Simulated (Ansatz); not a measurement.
Mn, as given below.

Space group Pm-3m (No. 221). a = 2.258 Å, b = 2.258 Å, c = 2.258 Å, α = 90.00°, β = 90.00°, γ = 90.00°
```csv
atom,site,symmetry,x,y,z
Mn,1a,m-3m,0.0000,0.0000,0.0000
```

Basis of the simulation: the end point of a relaxation with DFT, m-r2SCAN, plane waves (500 eV) with PAW, scalar-relativistic in Ansatz; the starting structure was generated, so it need not be a known form of this composition.

Where will the first 2 clear peaks of its X-ray PDF lie (peak width σ = 0.10 Å), and from which pairs do they come?

1. 2.26 Å: Mn–Mn at 2.26 Å
2. 3.19 Å: Mn–Mn at 3.19 Å

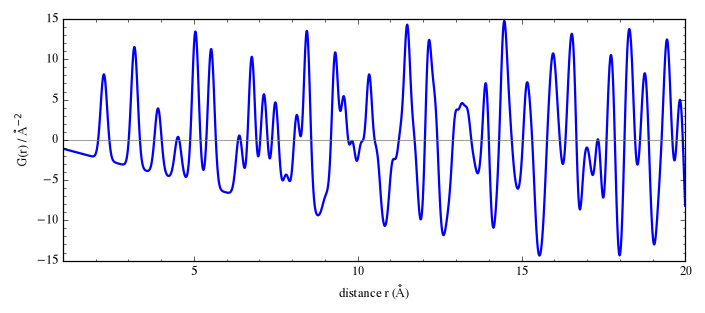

Computed X-ray G(r), with each pair weighted by the product of the atomic numbers (X-ray weights at Q = 0) and a uniform peak width σ = 0.10 Å. There is no Q-range truncation.
